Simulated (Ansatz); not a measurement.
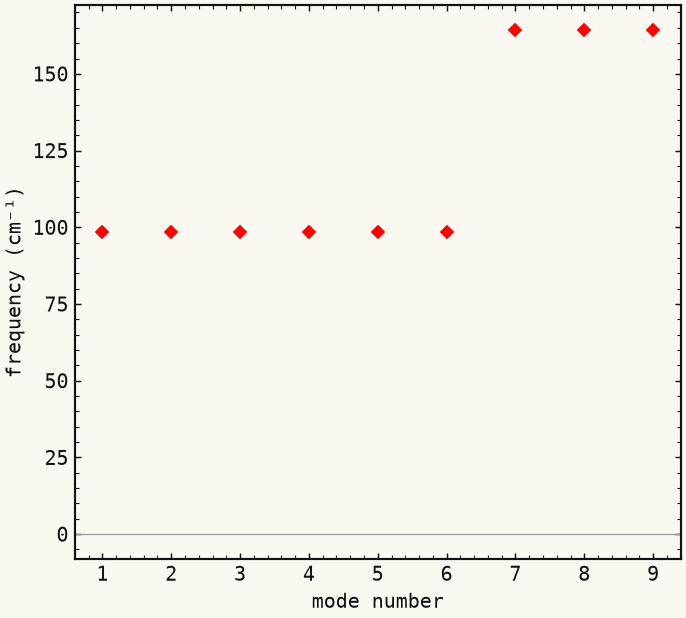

Plotted: zone-centre optical phonon frequencies (the three acoustic modes are left out) for Zn, space group Fm-3m (No. 225).

Starting cell:
```cif
data_structure
_symmetry_space_group_name_H-M 'P 1'
_symmetry_Int_Tables_number 1
_cell_length_a 3.9298
_cell_length_b 3.9298
_cell_length_c 3.9298
_cell_angle_alpha 90.000
_cell_angle_beta 90.000
_cell_angle_gamma 90.000
_cell_volume 60.69
loop_
_atom_site_label
_atom_site_type_symbol
_atom_site_fract_x
_atom_site_fract_y
_atom_site_fract_z
_atom_site_occupancy
Zn1 Zn 0.99999 0.99999 0.99999 1
Zn2 Zn 0.50001 0.00001 0.49999 1
Zn3 Zn 0.49999 0.50001 0.00001 1
Zn4 Zn 0.00001 0.49999 0.50001 1
```

Calculation (Ansatz 0.2.0): harmonic phonon frequencies at the zone centre with atoms at rest in the given cell, without the long-range term of polar modes, the three translations left out, imaginary frequencies are negative; plane waves with PAW datasets, Γ-centred k mesh. Level: PBE, no spin polarisation.

wave cutoff 420 eV; k mesh 12×12×12; occupations Fermi–Dirac; smearing width 0.15 eV; pressure 0 GPa; phonon method linear response.

Is the structure dynamically stable by these modes?

No frequency is imaginary, so the structure is stable to these displacements (zone-boundary modes weren't tested here).

Where does the highest mode lie?

The highest mode lies at 164.3 cm⁻¹.

List the optical modes with their degeneracies.

98.3 (×6), 164.3 (×3) cm⁻¹.

Keep in mind: metal sensitive to the k mesh; structure snapped to symmetry.
